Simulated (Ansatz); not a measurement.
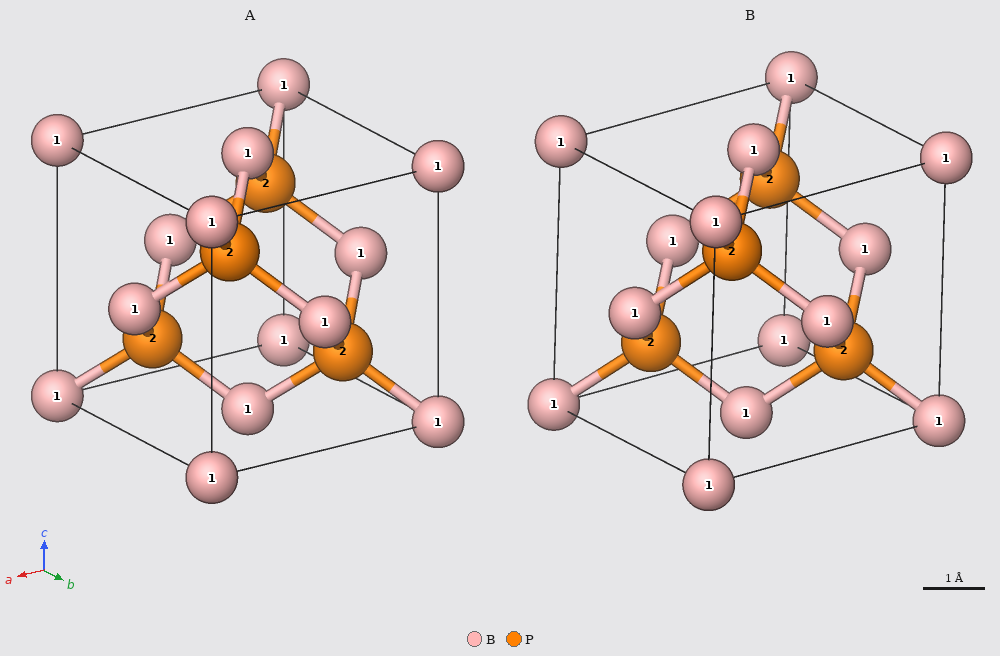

Two geometries of crystalline BP (built on the zincblende type) at its r2SCAN-relaxed geometry: one is the relaxed structure, the other was perturbed away from it. A ball-and-stick model of the conventional cell (4 times the calculation's cell), seen from a free direction. Lengths and directions refer to the drawn axes.

Computed with DFT, r2SCAN, plane waves, PAW in Ansatz 0.2.0. Settings: plane-wave cutoff 500 eV; k-point mesh 10 × 10 × 10; occupations fixed; no spin polarisation.

> Which is the distorted one, and what does the distortion cost?

Structure B is the perturbed one. The cell is strained by −0.8 % along [1 −1 1] and +5.0 % across it (volume +9.4 %). The atoms and the free axis were relaxed with r2SCAN under that strain, and this is a single point on that geometry. Energy change: +75.1 meV per atom. Pressure: 0.0 GPa before, −12.4 GPa after. The principal stresses (compression positive) are 0.0 GPa along [1 −1 1] and −18.6 GPa across it. The forces stay under 0.01 eV/Å. The band gap: 1.41 eV before, 1.24 eV after. Near-neighbour distances before and after: B–P 1.964 → 1.967 to 2.045 Å. The space group (tolerance 0.01 Å) goes from F-43m (No. 216) to R3m (No. 160).
